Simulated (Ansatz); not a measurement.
Geometry relaxation of MoSe2 (part 1 of 2)

MoSe2 (P6₃/mmc, 6 atoms in the cell), computed with DFT PBE+D3(BJ), scalar-relativistic, plane waves, PAW, no spin polarisation (Ansatz 0.2.0).

The structure derives from an entry of the Crystallography Open Database. Figures and captions count atoms from 1; the log counts them from 0 in places.

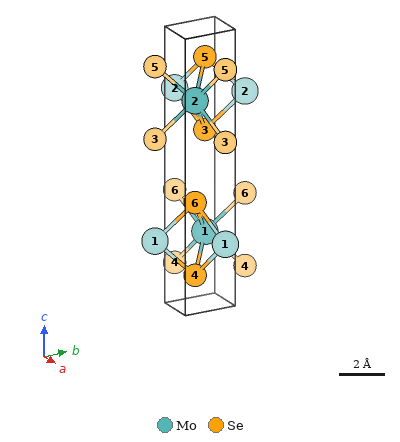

**Figure 1.** The starting structure (ball-and-stick view of the cell of the calculation, seen slightly off an axis; neighbours outside the cell are drawn fainter; atoms are numbered from 1 in the order of the input). Near neighbours in the crystal (not all of them lie inside the picture): Mo has 6 Se at 2.53 Å; Se has 3 Mo at 2.53 Å.

### Key numbers

```json
{"quantity": "outcome", "value": "converged"}
{"quantity": "space group (tolerance 0.01 Å)", "value": "P6₃/mmc (194)"}
{"quantity": "electrons treated", "value": "92"}
{"quantity": "free energy", "value": "−31795.1735 eV"}
{"quantity": "Fermi energy", "value": "12.848 eV"}
{"quantity": "gap on the k-point mesh", "value": "0.85 eV"}
{"quantity": "pressure", "value": "0.00 GPa"}
{"quantity": "final volume", "value": "118.41 Å³"}
{"quantity": "largest force (length of the vector) at the end", "value": "under 0.001 eV/Å"}
{"quantity": "final cell", "value": "a = 3.277 Å, b = 3.277 Å, c = 12.732 Å, α = 90.00°, β = 90.00°, γ = 120.00°"}
{"quantity": "hardware", "value": "4 threads of Arm Neoverse V1, 24 GiB of memory available, shared host"}
{"quantity": "wall time", "value": "10 s (CPU time 38 s)"}
{"quantity": "peak memory", "value": "0.55 GiB"}
```

### Input file
```yaml
crystal:
  lattice:
    - [3.2767018242, 0.0, 0.0]
    - [-1.6383509121, 2.8377070204, 0.0]
    - [0.0, 0.0, 12.7315159699]
  atoms:
    - { symbol: Mo, position: [0.3333333333, 0.6666666667, 0.25] }
    - { symbol: Mo, position: [0.6666666667, 0.3333333333, 0.75] }
    - { symbol: Se, position: [0.3333333333, 0.6666666667, 0.6184947881] }
    - { symbol: Se, position: [0.6666666667, 0.3333333333, 0.1184947881] }
    - { symbol: Se, position: [0.3333333333, 0.6666666667, 0.8815052119] }
    - { symbol: Se, position: [0.6666666667, 0.3333333333, 0.3815052119] }
basis:
  ecutwfc: 420
kpoints:
  mp_grid: { grid: [9, 9, 2] }
hamiltonian:
  xc: pbe
  dispersion: d3bj
scf:
  occupations: { method: fixed }
output:
  forces: true
  stress: true
  eigenvalues: true
relax:
  adjacent_minimum: "off"
  f_tol: 0.001
  max_steps: 60
  cell: { stress_tol: 0.01 }
```

Launch command:
```bash
ansatz run input.yaml --threads 4 --pin off --max-ram 10240MiB --backend cpu --events-out ev --progress --plain --runs-dir out
```

### Output
```
Engine: ansatz 0.2.0, aarch64-unknown-linux-gnu
Pseudopotentials: kind: paw
Pseudopotential: Mo, paw, valence charge 14, recommended cutoff 420 eV (normal), Mo.paw.azcp
Pseudopotential: Se, paw, valence charge 16, recommended cutoff 420 eV (normal), Se.paw.azcp
Functional definition: PBE
  parameter kappa = 0.804
  parameter beta = 0.06672455060314922
  exchange = pbe_x(kappa = kappa, mu = beta*pi^2/3)
  correlation = pbe_c(beta = beta)
Crystal: 6 atoms, lattice volume = 118.382 Å³
Basis set: ecut = 420 eV, 2347 PW (Γ), exchange–correlation on 48×48×180 points (8 copies of the dense FFT grid, shifted against one another)
Bands: 56, of which v1, the nominal top of the filled ones, is band 46 counted from 1 (45 counted from 0)
Symmetry: 24 space group operations
Space group: P63/mmc (ITA 194), of the structure as read, at distance tolerance 4.9e-5 Å
k-points: 24 of 162
Non-local potential: Mo, projectors of the file, l = 0: 3, l = 1: 2, l = 2: 2, l = 3: 1
Non-local potential: Se, projectors of the file, l = 0: 2, l = 1: 2, l = 2: 3, l = 3: 1
PAW form: soft (Blöchl's): semilocal exchange-correlation on the pseudo side does not see the compensation charge
PAW one-centre angular grid: Mo, 590 points (default); XC on 64 Gauss nodes
PAW one-centre angular grid: Se, 590 points (default); XC on 64 Gauss nodes
Initial density: superposition of atomic densities (neutral atoms: chi_scale 0, normalization atom), corrected by the library's trained network
Initial wavefunctions: pseudopotential atomic-orbital guess
Functional: x = pbe(κ = 0.804, μ = 0.2195149727645171), c = pbe(β = 0.06672455060314922)
SCF iter   1: F=—  HF=-31795.161318 eV  |F-HF|=—  |Δ(HF+E_count)|=         —  Δρ=5.12e-3  dr2=1.73e-2  ethr=1.77e-3  ⟨swp⟩=4.8  Hψ=4089  notcnv=0  defer=148
preconditioner: auto → Resta (q_TF=auto, 2.616 Å⁻¹)  ε∞=6.6  [insulator: Δε(μ)=0.855 eV  Ē_g=8.652 eV  n_scr=40 (ndim 8)  ℏωp=20.5 eV  f_vac=0.033  ε∞_Penn≈6.6]
SCF iter   2: F=—  HF=-31795.169688 eV  |F-HF|=—  |Δ(HF+E_count)|=   8.37e-3  Δρ=2.91e-3  dr2=3.71e-3  ethr=1.88e-5  ⟨swp⟩=2.0  Hψ=2035  notcnv=0  defer=190
SCF iter   3: F=—  HF=-31795.172250 eV  |F-HF|=—  |Δ(HF+E_count)|=   2.56e-3  Δρ=1.60e-3  dr2=1.10e-3  ethr=4.04e-6  ⟨swp⟩=2.2  Hψ=1682  notcnv=0  defer=190
SCF iter   4: F=—  HF=-31795.173528 eV  |F-HF|=—  |Δ(HF+E_count)|=   1.28e-3  Δρ=1.06e-4  dr2=7.73e-6  ethr=1.20e-6  ⟨swp⟩=2.0  Hψ=1777  notcnv=0  defer=190
SCF iter   5: F=—  HF=-31795.173539 eV  |F-HF|=—  |Δ(HF+E_count)|=   1.11e-5  Δρ=4.97e-5  dr2=2.16e-6  ethr=8.40e-9  ⟨swp⟩=2.0  Hψ=2354  notcnv=0  defer=48
SCF iter   6: F=—  HF=-31795.173541 eV  |F-HF|=—  |Δ(HF+E_count)|=   1.79e-6  Δρ=1.40e-5  dr2=2.87e-7  ethr=2.35e-9  ⟨swp⟩=2.0  Hψ=2333  notcnv=0  defer=48
SCF iter   7: F=-31795.173541 eV  HF=-31795.173541 eV  |F-HF|=1.47e-8  |Δ(HF+E_count)|=   1.48e-7  Δρ=4.09e-6  dr2=3.33e-8  ethr=1.09e-10  ⟨swp⟩=10.5  Hψ=5532  notcnv=0
SCF 1 converged in 7 iterations: F = -31795.173541 eV  dr2 = 3.33e-8
  greatest PAW one-centre occupation: 1.000 electrons in one spin orbital (limit 2), on the Se atom at site 4 (counted from 0), in its partial waves of l = 2
relax step   1: F+E_penalty+E_count = -31795.17354105 eV  Δ(F+E_penalty+E_count) = +0.000e0 eV  max|allowed force component| = 2.224e-3 eV/Å  Δτ_max = 0.0000 Å  P = +0.009 GPa  Ω = 118.382 Å³  (7 SCF iters, dr2 threshold 1.00e-7 eV, accepted)
Crystal: 6 atoms, lattice volume = 118.508 Å³
Initial density: handed on by an earlier stage of this run
Initial wavefunctions: those handed on with the density
iter 1 solved again at ethr=5.26e-8 eV; its pass at ethr=3.10e-3 eV (dr2=4.84e-5 eV) is discarded
SCF iter   1: F=—  HF=-31795.173511 eV  |F-HF|=—  |Δ(HF+E_count)|=         —  Δρ=1.23e-4  dr2=4.77e-5  ethr=5.26e-8  ⟨swp⟩=2.0  Hψ=4843  notcnv=0  defer=48
preconditioner: auto → Resta (q_TF=auto, 2.616 Å⁻¹)  ε∞=6.6  [insulator: Δε(μ)=0.853 eV  Ē_g=8.638 eV  n_scr=40 (ndim 8)  ℏωp=20.5 eV  f_vac=0.029  ε∞_Penn≈6.6]
SCF iter   2: F=—  HF=-31795.173506 eV  |F-HF|=—  |Δ(HF+E_count)|=   5.05e-6  Δρ=7.28e-5  dr2=8.23e-6  ethr=5.19e-8  ⟨swp⟩=2.0  Hψ=1500  notcnv=0  defer=48
SCF iter   3: F=—  HF=-31795.173503 eV  |F-HF|=—  |Δ(HF+E_count)|=   3.07e-6  Δρ=3.12e-5  dr2=3.49e-6  ethr=8.95e-9  ⟨swp⟩=2.0  Hψ=1632  notcnv=0  defer=48
SCF iter   4: F=—  HF=-31795.173503 eV  |F-HF|=—  |Δ(HF+E_count)|=   3.41e-7  Δρ=1.17e-5  dr2=1.74e-7  ethr=3.79e-9  ⟨swp⟩=2.0  Hψ=1620  notcnv=0  defer=48
SCF iter   5: F=—  HF=-31795.173503 eV  |F-HF|=—  |Δ(HF+E_count)|=   2.73e-8  Δρ=2.04e-6  dr2=1.20e-8  ethr=1.89e-10  ⟨swp⟩=2.0  Hψ=1736  notcnv=0  defer=48
SCF iter   6: F=—  HF=-31795.173503 eV  |F-HF|=—  |Δ(HF+E_count)|=  6.08e-10  Δρ=1.28e-6  dr2=2.96e-9  ethr=1.30e-11  ⟨swp⟩=2.0  Hψ=2352  notcnv=0  defer=48
SCF iter   7: F=-31795.173503 eV  HF=-31795.173503 eV  |F-HF|=1.60e-10  |Δ(HF+E_count)|=   2.84e-9  Δρ=4.34e-7  dr2=2.51e-10  ethr=1.00e-12  ⟨swp⟩=8.8  Hψ=5912  notcnv=0
SCF 2 converged in 7 iterations: F = -31795.173503 eV  dr2 = 2.51e-10
  greatest PAW one-centre occupation: 1.000 electrons in one spin orbital (limit 2), on the Se atom at site 5 (counted from 0), in its partial waves of l = 2
relax step   2: F+E_penalty+E_count = -31795.17350275 eV  Δ(F+E_penalty+E_count) = +3.830e-5 eV  max|allowed force component| = 7.630e-3 eV/Å  Δτ_max = 0.0014 Å  P = -0.018 GPa  Ω = 118.508 Å³  energy of the carried Pulay correction = -1.759e-5 eV  (7 SCF iters, dr2 threshold 8.17e-10 eV, rejected (line search))
Crystal: 6 atoms, lattice volume = 118.415 Å³
iter 1 solved again at ethr=2.94e-8 eV; its pass at ethr=3.10e-3 eV (dr2=2.71e-5 eV) is discarded
SCF iter   1: F=—  HF=-31795.173541 eV  |F-HF|=—  |Δ(HF+E_count)|=         —  Δρ=9.21e-5  dr2=2.68e-5  ethr=2.94e-8  ⟨swp⟩=2.0  Hψ=4834  notcnv=0  defer=48
preconditioner: auto → Resta (q_TF=auto, 2.616 Å⁻¹)  ε∞=6.6  [insulator: Δε(μ)=0.851 eV  Ē_g=8.639 eV  n_scr=40 (ndim 8)  ℏωp=20.5 eV  f_vac=0.029  ε∞_Penn≈6.6]
SCF iter   2: F=—  HF=-31795.173540 eV  |F-HF|=—  |Δ(HF+E_count)|=   1.10e-6  Δρ=5.49e-5  dr2=4.74e-6  ethr=2.92e-8  ⟨swp⟩=2.0  Hψ=1491  notcnv=0  defer=48
SCF iter   3: F=—  HF=-31795.173539 eV  |F-HF|=—  |Δ(HF+E_count)|=   6.72e-7  Δρ=2.41e-5  dr2=2.16e-6  ethr=5.15e-9  ⟨swp⟩=2.0  Hψ=1632  notcnv=0  defer=48
SCF iter   4: F=—  HF=-31795.173539 eV  |F-HF|=—  |Δ(HF+E_count)|=   2.04e-7  Δρ=9.19e-6  dr2=1.08e-7  ethr=2.35e-9  ⟨swp⟩=2.0  Hψ=1614  notcnv=0  defer=48
SCF iter   5: F=—  HF=-31795.173539 eV  |F-HF|=—  |Δ(HF+E_count)|=   2.06e-8  Δρ=1.66e-6  dr2=7.89e-9  ethr=1.17e-10  ⟨swp⟩=2.0  Hψ=1716  notcnv=0  defer=48
SCF iter   6: F=—  HF=-31795.173539 eV  |F-HF|=—  |Δ(HF+E_count)|=   1.22e-9  Δρ=1.00e-6  dr2=1.78e-9  ethr=8.58e-12  ⟨swp⟩=2.0  Hψ=2352  notcnv=0  defer=48
SCF iter   7: F=—  HF=-31795.173539 eV  |F-HF|=—  |Δ(HF+E_count)|=   1.78e-9  Δρ=3.74e-7  dr2=1.88e-10  ethr=1.94e-12  ⟨swp⟩=3.0  Hψ=2499  notcnv=0  defer=48
SCF iter   8: F=—  HF=-31795.173539 eV  |F-HF|=—  |Δ(HF+E_count)|=  1.31e-10  Δρ=7.51e-8  dr2=9.32e-12  ethr=1.00e-12  ⟨swp⟩=2.0  Hψ=1584  notcnv=0  defer=48
SCF iter   9: F=-31795.173539 eV  HF=-31795.173539 eV  |F-HF|=1.46e-11  |Δ(HF+E_count)|=  2.18e-11  Δρ=2.28e-8  dr2=6.31e-13  ethr=1.00e-12  ⟨swp⟩=9.0  Hψ=6242  notcnv=0
SCF 3 converged in 9 iterations: F = -31795.173539 eV  dr2 = 6.31e-13
relax step   3: F+E_penalty+E_count = -31795.17353911 eV  Δ(F+E_penalty+E_count) = +1.943e-6 eV  max|allowed force component| = 8.184e-5 eV/Å  Δτ_max = 0.0003 Å  P = -0.001 GPa  Ω = 118.415 Å³  energy of the carried Pulay correction = -4.640e-6 eV  (9 SCF iters, accepted)
Initial wavefunctions: pseudopotential atomic-orbital guess (no wavefunctions were taken with the density)
iter 1 solved again at ethr=6.10e-8 eV; its pass at ethr=3.10e-3 eV (dr2=5.61e-5 eV) is discarded
SCF iter   1: F=—  HF=-31795.173539 eV  |F-HF|=—  |Δ(HF+E_count)|=         —  Δρ=7.17e-7  dr2=9.74e-10  ethr=6.10e-8  ⟨swp⟩=3.7  Hψ=7612  notcnv=0  defer=192
eigensolver tolerance schedule: the retry pair's looser diagonalisation over-reported the residual by 57574.49 of it (diagonalisation noise at an unbounded share of the residual, at the tolerance the schedule requests for it); recorded, not acted on — ethr = c·dr2/N_el stays at c = 1.0e-1
preconditioner: auto → Resta (q_TF=auto, 2.616 Å⁻¹)  ε∞=6.6  [insulator: Δε(μ)=0.852 eV  Ē_g=8.641 eV  n_scr=40 (ndim 8)  ℏωp=20.5 eV  f_vac=0.029  ε∞_Penn≈6.6]
SCF iter   2: F=—  HF=-31795.173542 eV  |F-HF|=—  |Δ(HF+E_count)|=   3.39e-6  Δρ=3.59e-7  dr2=2.06e-10  ethr=1.06e-12  ⟨swp⟩=3.8  Hψ=3453  notcnv=0  defer=87
SCF iter   3: F=—  HF=-31795.173542 eV  |F-HF|=—  |Δ(HF+E_count)|=  7.28e-12  Δρ=2.43e-7  dr2=1.01e-10  ethr=1.00e-12  ⟨swp⟩=1.0  Hψ=1296  notcnv=0  defer=87
SCF iter   4: F=—  HF=-31795.173542 eV  |F-HF|=—  |Δ(HF+E_count)|=  2.18e-11  Δρ=9.57e-8  dr2=1.44e-11  ethr=1.00e-12  ⟨swp⟩=1.0  Hψ=1296  notcnv=0  defer=87
SCF iter   5: F=-31795.173542 eV  HF=-31795.173542 eV  |F-HF|=1.46e-11  |Δ(HF+E_count)|=    0.00e0  Δρ=3.10e-8  dr2=2.17e-12  ethr=1.00e-12  ⟨swp⟩=10.5  Hψ=6901  notcnv=0
SCF 4 converged in 5 iterations: F = -31795.173542 eV  dr2 = 2.17e-12
relax step   4: F+E_penalty+E_count = -31795.17354236 eV  Δ(F+E_penalty+E_count) = -3.250e-6 eV  max|allowed force component| = 8.156e-5 eV/Å  Δτ_max = 0.0000 Å  P = -0.001 GPa  Ω = 118.415 Å³  stress off target by 8.57e-4 GPa  SCF on the basis re-selected at this cell (its energy is not comparable with the rows above)  (5 SCF iters)
```

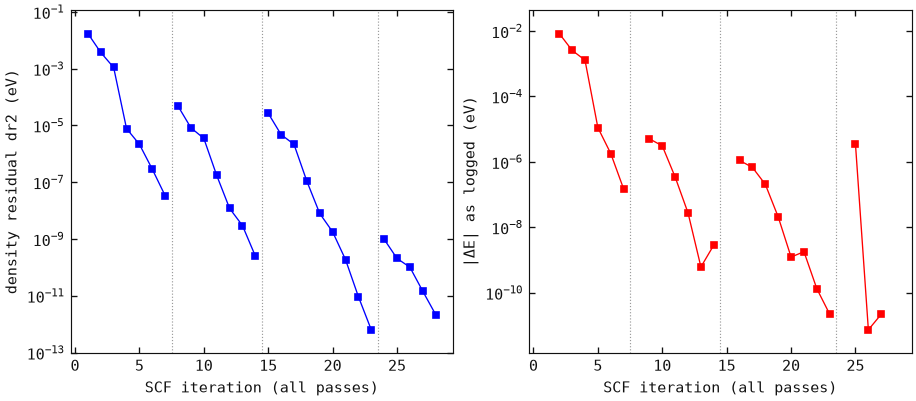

**Figure 2.** Convergence of the self-consistent field: density residual dr2 and size of the energy change against the SCF iteration. The dotted lines part the SCF passes of the relaxation: geometry steps, rejected trials and re-solves on a re-selected basis. The passes take 7, 7, 9 and 5 iterations.
